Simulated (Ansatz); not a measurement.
# TiAl: geometry relaxation (part 1 of 2)

The run: geometry relaxation of TiAl (2 atoms in the cell). Method and program: DFT PBEsol, scalar-relativistic, plane waves, PAW, no spin polarisation (Ansatz 0.2.0).

The structure derives from a Materials Project entry. Figures and captions count atoms from 1; the log counts them from 0 in places.

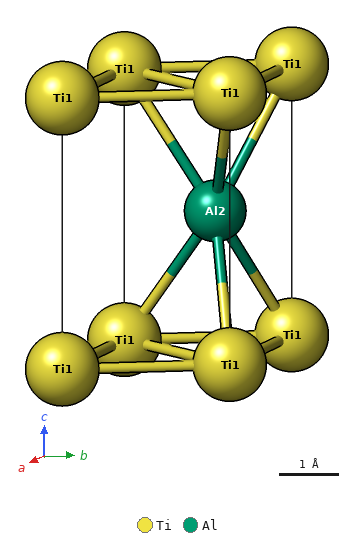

*The structure as given in the input (ball-and-stick view of the cell of the calculation, seen slightly off an axis; atoms are numbered from 1 in the order of the input). An atom can appear more than once, as a periodic image.*

Near neighbours in the periodic cell (some may lie outside the picture): Ti has 6 Al at 2.87 Å and 6 Ti at 2.87 Å; Al has 6 Al at 2.87 Å and 6 Ti at 2.87 Å.

## Input
```yaml
crystal:
  lattice:
    - [2.8672622327, 0.0, 0.0]
    - [-1.4336311163, 2.4831219328, 0.0]
    - [0.0, 0.0, 4.678083]
  atoms:
    - { symbol: Ti, position: [0.0, 0.0, 0.0] }
    - { symbol: Al, position: [0.33333333, 0.66666667, 0.5] }
basis:
  ecutwfc: 420
kpoints:
  mp_grid: { grid: [18, 18, 10] }
hamiltonian:
  xc: pbesol
scf:
  occupations: { method: gaussian, width: 0.1 }
output:
  forces: true
  stress: true
  eigenvalues: true
  write_density: true
  write_potential: true
  elf: true
  volumetric_format: npy
relax:
  adjacent_minimum: "off"
  f_tol: 0.005
  max_steps: 80
  cell: { stress_tol: 0.05 }
```

Machine: 2 threads of Intel Xeon (Granite Rapids), 192 GiB of memory available, shared host.

Command:
```bash
ansatz run input.yaml --threads 2 --pin off --max-ram 5120MiB --backend cpu --events-out ev --progress --plain --runs-dir out
```

## Output
```
Engine: ansatz 0.2.0, x86_64-unknown-linux-gnu
Pseudopotentials: kind: paw
Pseudopotential: Ti, paw, valence charge 12, recommended cutoff 420 eV (normal), Ti.paw.azcp
Pseudopotential: Al, paw, valence charge 3, recommended cutoff 420 eV (normal), Al.paw.azcp
Functional definition: PBEsol
  exchange = pbesol_x
  correlation = pbesol_c
Crystal: 2 atoms, lattice volume = 33.307 Å³
Basis set: ecut = 420 eV, 663 PW (Γ), exchange–correlation on 40×40×64 points (8 copies of the dense FFT grid, shifted against one another)
Bands: 12, of which v1, the nominal top of the filled ones, is band 8 counted from 1 (7 counted from 0)
Symmetry: 12 space group operations
Space group: P-6m2 (ITA 187), of the structure as read, at distance tolerance 3.2e-5 Å
k-points: 222 of 3240 (time reversal used)
Non-local potential: Ti, projectors of the file, l = 0: 3, l = 1: 2, l = 2: 3, l = 3: 1
Non-local potential: Al, projectors of the file, l = 0: 2, l = 1: 2, l = 2: 1
PAW form: soft (Blöchl's): semilocal exchange-correlation on the pseudo side does not see the compensation charge
PAW frozen core: Ti, regenerated for the run's functional, and the local potential with it (the file was generated under x = pbe(κ = 0.804, μ = 0.2195149727645171), c = pbe(β = 0.06672455060314922))
PAW frozen core: Al, regenerated for the run's functional, and the local potential with it (the file was generated under x = pbe(κ = 0.804, μ = 0.2195149727645171), c = pbe(β = 0.06672455060314922))
PAW one-centre angular grid: Ti, 590 points (default); XC on 64 Gauss nodes
PAW one-centre angular grid: Al, 110 points (default); XC on 64 Gauss nodes
Initial density: superposition of atomic densities (neutral atoms: chi_scale 0, normalization atom), corrected by the library's trained network
Initial wavefunctions: pseudopotential atomic-orbital guess
Functional: x = pbesol(κ = 0.804, μ = 0.12345679012345678), c = pbesol(β = 0.046)
SCF iter   1: F=—  HF=-2998.954752 eV  |F-HF|=—  |Δ(HF+E_count)|=         —  Δρ=9.00e-3  dr2=3.64e-2  ethr=1.77e-3  ⟨swp⟩=5.0  Hψ=13652  notcnv=0
preconditioner: auto → none  [metal: Δε(μ)=0.001 eV  Ē_g=5.145 eV  σ=0.100 eV  W_gap=0.01  n_scr=2 (ndim 8)  ℏωp=17.0 eV  f_vac=0.000  D(μ)=2.51/eV (n_scr^D=34)  sad-step TF]
SCF iter   2: F=—  HF=-2998.950141 eV  |F-HF|=—  |Δ(HF+E_count)|=   4.61e-3  Δρ=5.38e-3  dr2=1.60e-2  ethr=2.43e-4  ⟨swp⟩=1.7  Hψ=4793  notcnv=0
SCF iter   3: F=—  HF=-2998.947472 eV  |F-HF|=—  |Δ(HF+E_count)|=   2.67e-3  Δρ=1.00e-3  dr2=7.84e-4  ethr=1.07e-4  ⟨swp⟩=2.0  Hψ=3442  notcnv=0
SCF iter   4: F=—  HF=-2998.947269 eV  |F-HF|=—  |Δ(HF+E_count)|=   2.03e-4  Δρ=2.45e-4  dr2=9.20e-6  ethr=5.23e-6  ⟨swp⟩=2.2  Hψ=3524  notcnv=0
SCF iter   5: F=—  HF=-2998.947243 eV  |F-HF|=—  |Δ(HF+E_count)|=   2.60e-5  Δρ=2.99e-5  dr2=3.48e-7  ethr=6.13e-8  ⟨swp⟩=2.1  Hψ=4048  notcnv=0
SCF iter   6: F=-2998.947243 eV  HF=-2998.947243 eV  |F-HF|=6.55e-9  |Δ(HF+E_count)|=   2.29e-8  Δρ=5.26e-6  dr2=1.05e-8  ethr=6.67e-10  ⟨swp⟩=8.4  Hψ=15285  notcnv=0
SCF 1 converged in 6 iterations: F = -2998.947243 eV  dr2 = 1.05e-8
  greatest PAW one-centre occupation: 0.999 electrons in one spin orbital (limit 2), on the Ti atom at site 0 (counted from 0), in its partial waves of l = 0
relax step   1: F+E_penalty+E_count = -2998.94724286 eV  Δ(F+E_penalty+E_count) = +0.000e0 eV  max|allowed force component| = 3.932e-17 eV/Å  Δτ_max = 0.0000 Å  P = -2.873 GPa  Ω = 33.307 Å³  (6 SCF iters, dr2 threshold 1.00e-7 eV, accepted)
Crystal: 2 atoms, lattice volume = 31.794 Å³
Basis set: ecut = 420 eV, 615 PW (Γ), exchange–correlation on 40×40×64 points (8 copies of the dense FFT grid, shifted against one another)
Initial density: handed on by an earlier stage of this run
Initial wavefunctions: those handed on with the density
iter 1 solved again at ethr=1.30e-5 eV; its pass at ethr=3.10e-3 eV (dr2=1.95e-3 eV) is discarded
SCF iter   1: F=—  HF=-2998.951464 eV  |F-HF|=—  |Δ(HF+E_count)|=         —  Δρ=1.77e-3  dr2=1.95e-3  ethr=1.30e-5  ⟨swp⟩=1.0  Hψ=17085  notcnv=0
preconditioner: auto → none  [metal: Δε(μ)=0.007 eV  Ē_g=5.276 eV  σ=0.100 eV  W_gap=0.04  n_scr=2 (ndim 8)  ℏωp=17.4 eV  f_vac=0.000  D(μ)=2.52/eV (n_scr^D=34)]
SCF iter   2: F=—  HF=-2998.950792 eV  |F-HF|=—  |Δ(HF+E_count)|=   6.72e-4  Δρ=7.45e-4  dr2=1.35e-4  ethr=1.30e-5  ⟨swp⟩=2.1  Hψ=3312  notcnv=0
SCF iter   3: F=—  HF=-2998.950702 eV  |F-HF|=—  |Δ(HF+E_count)|=   8.99e-5  Δρ=2.07e-4  dr2=1.33e-5  ethr=9.02e-7  ⟨swp⟩=2.0  Hψ=3484  notcnv=0
SCF iter   4: F=—  HF=-2998.950697 eV  |F-HF|=—  |Δ(HF+E_count)|=   4.81e-6  Δρ=2.57e-5  dr2=1.67e-7  ethr=8.90e-8  ⟨swp⟩=2.0  Hψ=3360  notcnv=0
iter 5 did not close the SCF: its close was put off for the readings that it lacked (scf_convergence_deferred on its scf_iter line)
SCF iter   5: F=-2998.950697 eV  HF=-2998.950697 eV  |F-HF|=6.73e-11  |Δ(HF+E_count)|=   6.83e-8  Δρ=4.51e-6  dr2=4.68e-9  ethr=1.11e-9  ⟨swp⟩=2.1  Hψ=3381  notcnv=0
SCF iter   6: F=-2998.950697 eV  HF=-2998.950697 eV  |F-HF|=5.46e-11  |Δ(HF+E_count)|=  6.52e-10  Δρ=5.11e-7  dr2=4.30e-11  ethr=3.12e-11  ⟨swp⟩=4.1  Hψ=11568  notcnv=0
SCF 2 converged in 6 iterations: F = -2998.950697 eV  dr2 = 4.30e-11
relax step   2: F+E_penalty+E_count = -2998.95069692 eV  Δ(F+E_penalty+E_count) = -3.454e-3 eV  max|allowed force component| = 5.696e-17 eV/Å  Δτ_max = 0.0000 Å  P = +2.459 GPa  Ω = 31.794 Å³  energy of the carried Pulay correction = +3.352e-4 eV  (6 SCF iters, dr2 threshold 2.00e-7 eV, accepted)
Crystal: 2 atoms, lattice volume = 32.475 Å³
Basis set: ecut = 420 eV, 627 PW (Γ), exchange–correlation on 40×40×64 points (8 copies of the dense FFT grid, shifted against one another)
iter 1 solved again at ethr=3.15e-6 eV; its pass at ethr=3.10e-3 eV (dr2=4.73e-4 eV) is discarded
SCF iter   1: F=—  HF=-2998.955994 eV  |F-HF|=—  |Δ(HF+E_count)|=         —  Δρ=8.22e-4  dr2=4.39e-4  ethr=3.15e-6  ⟨swp⟩=2.0  Hψ=17521  notcnv=0
preconditioner: auto → none  [metal: Δε(μ)=0.001 eV  Ē_g=5.184 eV  σ=0.100 eV  W_gap=0.00  n_scr=2 (ndim 8)  ℏωp=17.2 eV  f_vac=0.000  D(μ)=2.53/eV (n_scr^D=34)]
SCF iter   2: F=—  HF=-2998.955848 eV  |F-HF|=—  |Δ(HF+E_count)|=   1.46e-4  Δρ=3.49e-4  dr2=3.06e-5  ethr=2.93e-6  ⟨swp⟩=2.0  Hψ=3301  notcnv=0
SCF iter   3: F=—  HF=-2998.955804 eV  |F-HF|=—  |Δ(HF+E_count)|=   4.41e-5  Δρ=9.81e-5  dr2=3.22e-6  ethr=2.04e-7  ⟨swp⟩=2.2  Hψ=3793  notcnv=0
iter 4 did not close the SCF: its close was put off for the readings that it lacked (scf_convergence_deferred on its scf_iter line)
SCF iter   4: F=-2998.955803 eV  HF=-2998.955803 eV  |F-HF|=8.62e-10  |Δ(HF+E_count)|=   1.12e-6  Δρ=1.24e-5  dr2=4.37e-8  ethr=2.15e-8  ⟨swp⟩=2.0  Hψ=3367  notcnv=0
iter 5 did not close the SCF: its close was put off for the readings that it lacked (scf_convergence_deferred on its scf_iter line)
SCF iter   5: F=-2998.955803 eV  HF=-2998.955803 eV  |F-HF|=2.55e-11  |Δ(HF+E_count)|=   1.44e-8  Δρ=2.18e-6  dr2=1.15e-9  ethr=2.91e-10  ⟨swp⟩=2.1  Hψ=3320  notcnv=0
SCF iter   6: F=-2998.955803 eV  HF=-2998.955803 eV  |F-HF|=1.59e-11  |Δ(HF+E_count)|=  1.71e-10  Δρ=2.72e-7  dr2=1.29e-11  ethr=7.65e-12  ⟨swp⟩=3.6  Hψ=10661  notcnv=0
SCF 3 converged in 6 iterations: F = -2998.955803 eV  dr2 = 1.29e-11
relax step   3: F+E_penalty+E_count = -2998.95580289 eV  Δ(F+E_penalty+E_count) = -5.106e-3 eV  max|allowed force component| = 2.284e-17 eV/Å  Δτ_max = 0.0000 Å  P = -0.097 GPa  Ω = 32.475 Å³  energy of the carried Pulay correction = +1.825e-4 eV  (6 SCF iters, dr2 threshold 2.00e-7 eV, accepted)
Crystal: 2 atoms, lattice volume = 32.448 Å³
iter 1 solved again at ethr=4.09e-9 eV; its pass at ethr=3.10e-3 eV (dr2=6.14e-7 eV) is discarded
SCF iter   1: F=—  HF=-2998.955849 eV  |F-HF|=—  |Δ(HF+E_count)|=         —  Δρ=3.53e-5  dr2=6.19e-7  ethr=4.09e-9  ⟨swp⟩=2.1  Hψ=16584  notcnv=0
preconditioner: auto → none  [metal: Δε(μ)=0.001 eV  Ē_g=5.188 eV  σ=0.100 eV  W_gap=0.01  n_scr=2 (ndim 8)  ℏωp=17.2 eV  f_vac=0.000  D(μ)=2.53/eV (n_scr^D=34)]
SCF iter   2: F=—  HF=-2998.955818 eV  |F-HF|=—  |Δ(HF+E_count)|=   3.05e-5  Δρ=1.41e-5  dr2=5.20e-8  ethr=4.09e-9  ⟨swp⟩=2.1  Hψ=3403  notcnv=0
iter 3 did not close the SCF: its close was put off for the readings that it lacked (scf_convergence_deferred on its scf_iter line)
SCF iter   3: F=-2998.955818 eV  HF=-2998.955818 eV  |F-HF|=3.39e-9  |Δ(HF+E_count)|=   2.20e-8  Δρ=3.92e-6  dr2=5.12e-9  ethr=3.47e-10  ⟨swp⟩=2.1  Hψ=3805  notcnv=0
iter 4 did not close the SCF: its close was put off for the readings that it lacked (scf_convergence_deferred on its scf_iter line)
SCF iter   4: F=-2998.955818 eV  HF=-2998.955818 eV  |F-HF|=3.64e-12  |Δ(HF+E_count)|=   1.92e-9  Δρ=5.68e-7  dr2=7.80e-11  ethr=3.41e-11  ⟨swp⟩=2.0  Hψ=3375  notcnv=0
iter 5 did not close the SCF: its close was put off for the readings that it lacked (scf_convergence_deferred on its scf_iter line)
SCF iter   5: F=-2998.955818 eV  HF=-2998.955818 eV  |F-HF|=4.55e-13  |Δ(HF+E_count)|=  1.86e-11  Δρ=1.06e-7  dr2=2.74e-12  ethr=1.00e-12  ⟨swp⟩=1.5  Hψ=3096  notcnv=0
SCF iter   6: F=-2998.955818 eV  HF=-2998.955818 eV  |F-HF|=1.36e-12  |Δ(HF+E_count)|=  9.09e-13  Δρ=1.09e-8  dr2=2.25e-14  ethr=1.00e-12  ⟨swp⟩=3.0  Hψ=8959  notcnv=0
SCF 4 converged in 6 iterations: F = -2998.955818 eV  dr2 = 2.25e-14
relax step   4: F+E_penalty+E_count = -2998.95581832 eV  Δ(F+E_penalty+E_count) = -1.543e-5 eV  max|allowed force component| = 1.373e-17 eV/Å  Δτ_max = 0.0000 Å  P = -0.002 GPa  Ω = 32.448 Å³  energy of the carried Pulay correction = +1.883e-4 eV  (6 SCF iters, accepted)
Initial wavefunctions: pseudopotential atomic-orbital guess (no wavefunctions were taken with the density)
iter 1 solved again at ethr=1.21e-8 eV; its pass at ethr=3.10e-3 eV (dr2=1.82e-6 eV) is discarded
SCF iter   1: F=—  HF=-2998.955689 eV  |F-HF|=—  |Δ(HF+E_count)|=         —  Δρ=1.75e-5  dr2=1.35e-8  ethr=1.21e-8  ⟨swp⟩=2.9  Hψ=21089  notcnv=0
SCF iter   2: F=—  HF=-2998.955659 eV  |F-HF|=—  |Δ(HF+E_count)|=   3.04e-5  Δρ=8.69e-6  dr2=2.83e-9  ethr=9.02e-11  ⟨swp⟩=2.0  Hψ=3505  notcnv=0
SCF iter   3: F=—  HF=-2998.955659 eV  |F-HF|=—  |Δ(HF+E_count)|=   5.33e-9  Δρ=1.58e-6  dr2=4.14e-10  ethr=1.88e-11  ⟨swp⟩=3.0  Hψ=4390  notcnv=0
SCF iter   4: F=—  HF=-2998.955659 eV  |F-HF|=—  |Δ(HF+E_count)|=  5.91e-11  Δρ=3.65e-7  dr2=2.19e-11  ethr=2.76e-12  ⟨swp⟩=2.0  Hψ=3389  notcnv=0
iter 5 did not close the SCF: its close was put off for the readings that it lacked (scf_convergence_deferred on its scf_iter line)
SCF iter   5: F=-2998.955659 eV  HF=-2998.955659 eV  |F-HF|=4.55e-13  |Δ(HF+E_count)|=  4.55e-12  Δρ=1.32e-7  dr2=2.27e-12  ethr=1.00e-12  ⟨swp⟩=1.0  Hψ=2664  notcnv=0
iter 6 did not close the SCF: its close was put off for the readings that it lacked (scf_convergence_deferred on its scf_iter line)
SCF iter   6: F=-2998.955659 eV  HF=-2998.955659 eV  |F-HF|=1.36e-12  |Δ(HF+E_count)|=  9.09e-13  Δρ=1.22e-8  dr2=1.83e-14  ethr=1.00e-12  ⟨swp⟩=1.0  Hψ=2664  notcnv=0
iter 7 did not close the SCF: its close was put off for the readings that it lacked (scf_convergence_deferred on its scf_iter line)
SCF iter   7: F=-2998.955659 eV  HF=-2998.955659 eV  |F-HF|=4.55e-13  |Δ(HF+E_count)|=  9.09e-13  Δρ=1.24e-9  dr2=2.68e-16  ethr=1.00e-12  ⟨swp⟩=1.0  Hψ=2664  notcnv=0
iter 8 did not close the SCF: its close was put off for the readings that it lacked (scf_convergence_deferred on its scf_iter line)
SCF iter   8: F=-2998.955659 eV  HF=-2998.955659 eV  |F-HF|=0.00e0  |Δ(HF+E_count)|=    0.00e0  Δρ=1.79e-10  dr2=6.73e-18  ethr=1.00e-12  ⟨swp⟩=1.0  Hψ=2664  notcnv=0
SCF iter   9: F=-2998.955659 eV  HF=-2998.955659 eV  |F-HF|=9.09e-13  |Δ(HF+E_count)|=  9.09e-13  Δρ=1.59e-11  dr2=6.47e-20  ethr=1.00e-12  ⟨swp⟩=1.0  Hψ=6217  notcnv=0
SCF 5 converged in 9 iterations: F = -2998.955659 eV  dr2 = 6.47e-20
relax step   5: F+E_penalty+E_count = -2998.95565878 eV  Δ(F+E_penalty+E_count) = +1.595e-4 eV  max|allowed force component| = 3.209e-17 eV/Å  Δτ_max = 0.0000 Å  P = -0.011 GPa  Ω = 32.448 Å³  stress off target by 1.82e-2 GPa  SCF on the basis re-selected at this cell (its energy is not comparable with the rows above)  (9 SCF iters)
```

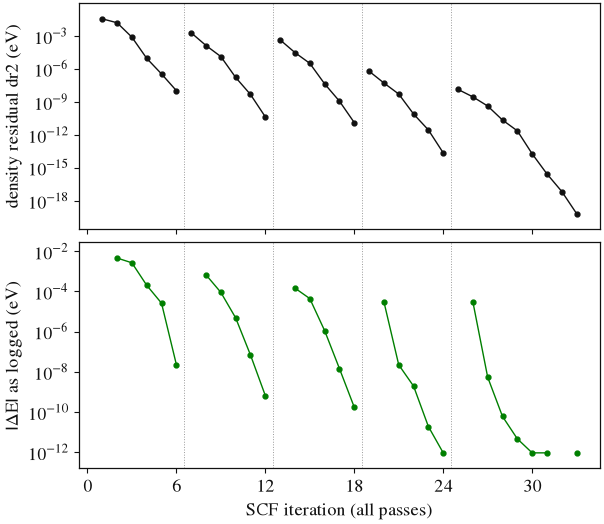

*Convergence of the self-consistent field: density residual dr2 and size of the energy change against the SCF iteration. The dotted lines part the SCF passes of the relaxation: geometry steps, rejected trials and re-solves on a re-selected basis.*

The 5 passes take 6 to 9 iterations each, 33 in all.
